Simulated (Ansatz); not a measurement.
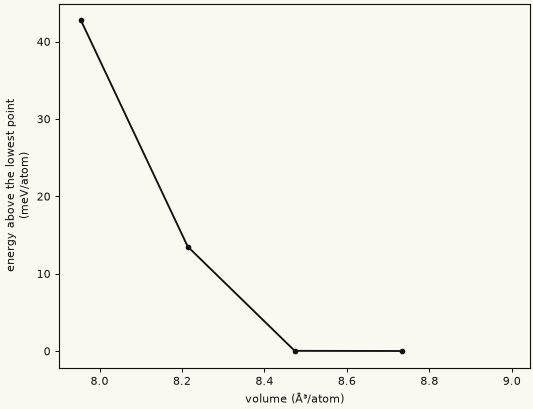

The plot gives the computed energy above the lowest point against volume for MnO, space group Fm-3m (No. 225) (one of a set of cubic test structures, which need not be the stable phase).

How it was computed, with Ansatz 0.2.0 development build: equation of state of a cubic crystal from periodic Kohn-Sham density functional theory without spin, third-order Birch-Murnaghan fit to the free energies; pressure corrected for the finite basis. Level: r2SCAN.

structure type rock salt; atoms in cell 2; space group number 225; lattice centring face-centred primitive; k mesh 14×14×14; occupation method Fermi–Dirac; occupation width 0.1 eV; wave cutoff 500 eV; datasets soft-1 PAW; density tolerance 1e−07 eV; bands 15; density cutoff ratio 4; search for lower states default.

The point at volume 8.9922 Å³/atom is left out of the plot. What does the calculation give there?

| volume (Å³/atom) | energy above the lowest point (meV/atom) |
| --- | --- |
| 8.9922 | 11.4 |

Note: known magnet treated without spin, far from its ground state; modest k-mesh, values are not fully converged in k.
